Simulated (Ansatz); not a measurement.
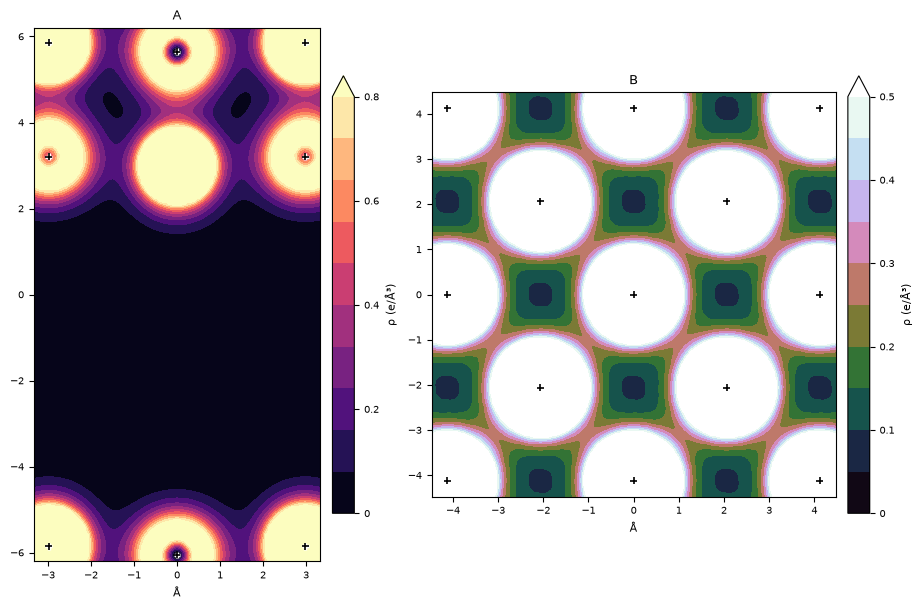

The valence pseudo-density of 2 systems, each on a plane through atoms (crosses mark nuclei in the plane).

The calculation used DFT r2SCAN, scalar-relativistic, plane waves, PAW (Ansatz).

System 1: Au, the (001) plane of the conventional cell. Space group Fm-3m; computed without spin polarisation.

```xyz
4
Lattice="4.1240 0.0000 0.0000 0.0000 4.1240 0.0000 0.0000 0.0000 4.1240" Properties=species:S:1:pos:R:3 pbc="T T T"
Au    0.0000    0.0000    0.0000
Au    2.0620    2.0620    0.0000
Au    2.0620    0.0000    2.0620
Au    0.0000    2.0620    2.0620
```

System 2: PbS, the (100) plane of the conventional cell. Space group C2/m.

```cif
data_structure
_symmetry_space_group_name_H-M 'P 1'
_symmetry_Int_Tables_number 1
_cell_length_a 5.9637
_cell_length_b 5.9637
_cell_length_c 11.7059
_cell_angle_alpha 90.000
_cell_angle_beta 95.382
_cell_angle_gamma 90.000
_cell_volume 414.49
loop_
_atom_site_label
_atom_site_type_symbol
_atom_site_fract_x
_atom_site_fract_y
_atom_site_fract_z
_atom_site_occupancy
Pb1 Pb 0.27264 0.50000 0.62281 1
Pb2 Pb 0.77264 0.00000 0.62281 1
Pb3 Pb 0.22736 0.00000 0.37719 1
Pb4 Pb 0.72736 0.50000 0.37719 1
S1 S 0.26938 0.00000 0.60528 1
S2 S 0.76938 0.50000 0.60528 1
S3 S 0.23062 0.50000 0.39472 1
S4 S 0.73062 0.00000 0.39472 1
```

Which map belongs to which system?

Answer. Panel A is system 2, PbS: the plane holds Pb and S. Pb–S (2.66 Å): ρ at the midpoint is about 0.4 e/Å³. Panel B is system 1, Au: the plane holds Au. Au–Au (2.92 Å): ρ is about 0.25 e/Å³ halfway.
